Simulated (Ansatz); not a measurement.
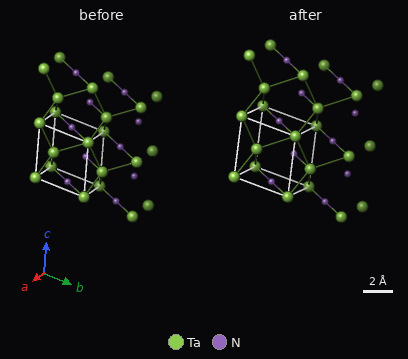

The structure of crystalline TaN (a generated structure, set up in I4_1/amd) (coarse preliminary run) before (left) and after (right) a relaxation, at one scale.

A ball-and-stick model of the cell of the calculation, repeated 1 × 2 × 2 with one cell outlined, seen slightly off an axis.

Method: Ansatz 0.2.0, DFT PBE, scalar-relativistic, plane waves, PAW. Set-up: plane-wave cutoff 420 eV; k-point mesh 6 × 6 × 6; occupations gaussian; smearing width 0.1 eV; no spin polarisation; cell and atoms relaxed; force threshold 0.04 eV/Å; at most 70 steps.

What changed between the two?

Answer. No atom moves by more than 0.005 Å relative to the cell. Cell: a = b = c 3.868 → 4.324 Å (+11.8 %), α 105.7° → 102.4°, β 105.7° → 102.4°, γ 117.3° → 124.9°. Volume +33.9 %. Near-neighbour distances that change, for instance: Ta–Ta 2.543 → 2.889 Å, N–Ta 2.011 → 2.000 Å. Bond angles that change, for instance: Ta–Ta–Ta 133.4° → 139.5°, Ta–Ta–N 66.7° → 69.8°, Ta–Ta–N 113.3° → 110.2°. The space group stays I4_1/amd (No. 141). Over 7 accepted moves (9 points after the start) the energy falls by 566 meV per atom. All forces vanish by symmetry, so only the cell relaxes. Pressure: 52.02 GPa at the start and 0.00 GPa at the end. At 2 points the geometry stayed and the basis and grid were re-selected for the new cell (energy shift of 35.8 meV per atom at most each time).
